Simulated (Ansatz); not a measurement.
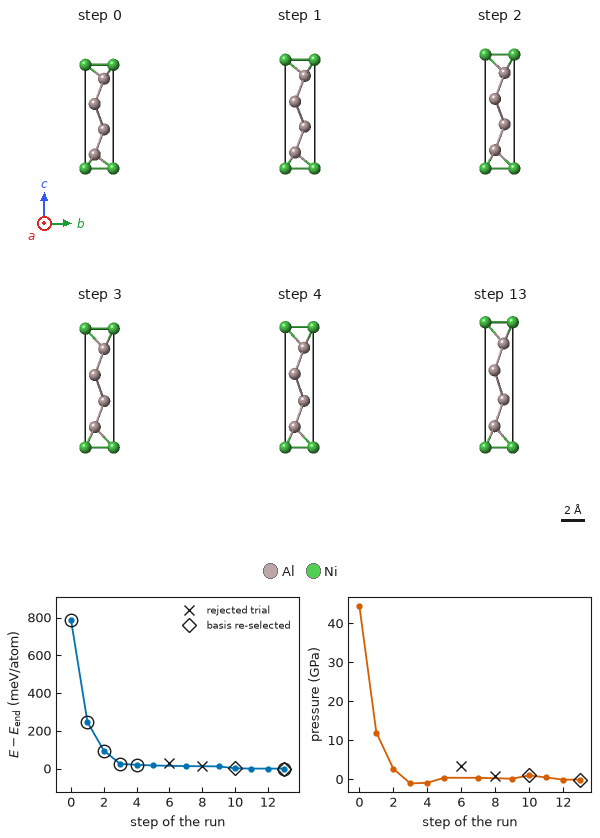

Frames of a relaxation of a crystal of Al$_{4}$Ni (a generated structure, set up in P-3m1) (coarse preliminary run), marked on the history of the run. Style: ball-and-stick. Shown: the cell of the calculation, along the a axis.

Theory: Ansatz, DFT PBE, scalar-relativistic, plane waves, PAW.

Input file:
```yaml
crystal:
  lattice:
    - [2.85706951, 0.0, 0.0]
    - [-1.42853476, 2.47429478, 0.0]
    - [0.0, 0.0, 9.18685382]
  atoms:
    - { symbol: Al, position: [0.33333333, 0.66666667, 0.86585528] }
    - { symbol: Al, position: [0.33333333, 0.66666667, 0.37679535] }
    - { symbol: Al, position: [0.66666667, 0.33333333, 0.13414472] }
    - { symbol: Al, position: [0.66666667, 0.33333333, 0.62320465] }
    - { symbol: Ni, position: [0.0, 0.0, 0.0], spin: 2.0 }
basis:
  ecutwfc: 420
kpoints:
  mp_grid: { grid: [6, 6, 2] }
hamiltonian:
  xc: pbe
scf:
  occupations: { method: gaussian, width: 0.1 }
  lower_state_search: "off"
output:
  forces: true
  stress: true
  eigenvalues: true
  populations: true
magnetization:
  spin_polarized: true
relax:
  adjacent_minimum: "off"
  f_tol: 0.04
  max_steps: 70
  cell: { stress_tol: 0.4 }
```

Run as
```bash
ansatz run input.yaml --threads 1 --pin off --max-ram 2560MiB --backend cpu --events-out ev --progress --plain --runs-dir out
```

### What happens along the run?

The energy falls by 784 meV per atom in 9 accepted moves (13 points after the start). The largest force component goes from 6.5 to 0.014 eV/Å. The pressure goes from 44.55 to −0.10 GPa. The line search rejected the trial steps at points 6, 8 of the run. The SCF was repeated twice at an unchanged geometry on a basis and grid sized afresh for the cell, which shifted the energy by 10.1 meV per atom at most. The largest moves relative to the cell, 0.40 Å, are those of Al1 and Al3. Al3 goes along +c. Ni stays in place. Cell: a = b 2.857 → 2.802 Å (−1.9 %), c 9.187 → 11.097 Å (+20.8 %). Volume +16.2 %. Near-neighbour distances that change, for instance: Al1–Ni5 2.059 → 2.485 Å, Al2–Al4 2.801 → 3.047 Å, Al1–Al4 2.773 → 2.870 Å, Ni5–Ni5 2.857 → 2.802 Å. The space group stays P-3m1 (No. 164). The program noted that the starting moments weren't kept. Cost: 2.1 min on 1 thread of Arm Neoverse N1, with other jobs on the host, peak memory 0.34 GiB. From step 0 to 1: Al atoms move most (0.13 Å), volume +14.6 %, energy −538 meV per atom. From step 1 to 2: Al atoms move most (0.13 Å), volume +2.9 %, energy −151 meV per atom. From step 2 to 3: Al atoms move most (0.12 Å), volume −0.4 %, energy −70.3 meV per atom. From step 3 to 4: Al atoms move most (0.02 Å), volume −0.7 %, energy −4.8 meV per atom. From step 4 to 13: Al atoms move most (0.05 Å), volume −0.5 %, energy −20.2 meV per atom.

```
step  E − E(0), meV/atom  largest force component, eV/Å  pressure, GPa  volume, Å³/atom                      note
   0                0.00                         6.4711          44.55           12.989                          
   1             -538.49                         2.6211          12.00           14.885                          
   2             -689.08                         1.1343           2.69           15.324                          
   3             -759.36                         0.0574          -1.07           15.258                          
   4             -764.19                         0.0762          -0.91           15.158                          
   5             -767.70                         0.0873           0.39           14.866                          
   6             -756.76                         0.2409           3.41           14.360                  rejected
   7             -771.10                         0.0905           0.36           14.836                          
   8             -770.12                         0.0381           0.80           14.796                  rejected
   9             -772.58                         0.0393           0.15           14.878                          
  10             -782.69                         0.0535           0.99           14.878  same geometry, new basis
  11             -784.17                         0.0317           0.45           14.992                          
  12             -784.27                         0.0144          -0.10           15.088                          
  13             -784.36                         0.0143          -0.10           15.088  same geometry, new basis
```
